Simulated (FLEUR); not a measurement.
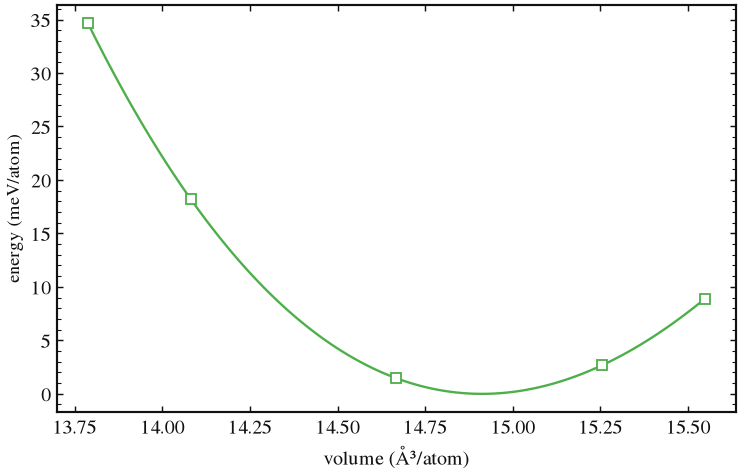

Plotted: energy against volume for Si, space group P6/mmm (No. 191).

Cell as given: a = 2.621 Å, b = 2.621 Å, c = 2.466 Å, α = 90.00°, β = 90.00°, γ = 120.00°; 1 atom.

Method: all-electron LAPW DFT, no spin polarisation; energies at scaled volumes of the given cell, shape and fractions fixed, counted from the fit's minimum, third-order Birch-Murnaghan fit (FLEUR MaX-R8.1 (later development tree)). Level: r2SCAN.

k mesh 12×12×11; occupations Fermi–Dirac; smearing width 0.05 eV; potentials all electron; program settings basis FLAPW, kmax 4.64 1/bohr.

How stiff is the solid, and where is its volume at rest?

Answer. A third-order Birch–Murnaghan fit gives V0 = 14.91 Å³/atom, B0 = 114 GPa and B′ = 4.5.

Keep in mind: shape and atomic fractions are frozen while scaling, which makes layered, chain and framework solids too stiff.
